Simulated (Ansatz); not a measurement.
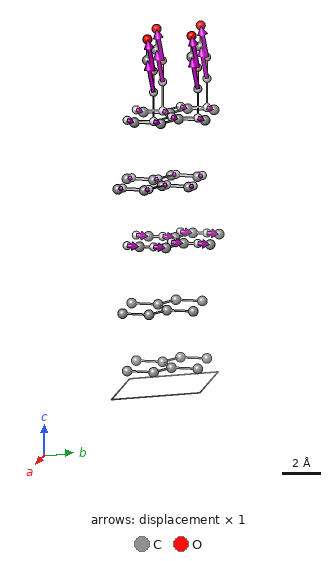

This is a constrained relaxation of a slab of composition C11O (cut from the Fmmm phase). The starting structure is drawn faded, the final one solid; purple arrows show the displacements, at their true length.

A ball-and-stick model of the 2 × 2 repeat of the cell, outlined in the plane, without the vacuum, seen slightly off an axis.

Case: CO put at a top C site. The slab is the (0 0 1) face of C with CO on it. 4 atoms are held fixed.

All numbers below come from DFT PBE+D3(BJ), scalar-relativistic, plane waves, PAW in Ansatz 0.2.0. (plane-wave cutoff 420 eV; k-point mesh 12 × 12 × 1; occupations gaussian; smearing width 0.1 eV; no spin polarisation; dipole correction; atoms relaxed in a fixed cell; force threshold 0.03 eV/Å; at most 70 steps)

> What happened in the run?

The largest moves, 1.75 Å, are those of C and O atoms. Largest moves by element: C 1.75 Å, O 1.74 Å. The cell stays as it was. Among the contacts that change: C–C 1.580 → 3.482 Å, C–C 2.126 → 3.895 Å, C–C 2.126 → 3.478 Å, C–O 1.150 → 1.134 Å. Bonds break: C–C (1.58 → 3.48 Å). Over 19 accepted moves (21 points after the start) the energy falls by 2.772 eV per cell of the calculation. Largest force component: 5.1 eV/Å at the start, 0.0079 eV/Å at the end. The line search rejected the trial steps at points 14, 19 of the run. The forces were under the threshold at step 17, but the run went on from there.

Limits of the set-up: the periodic images lie only 2.5 Å apart, so the values are limited by the cell's size.
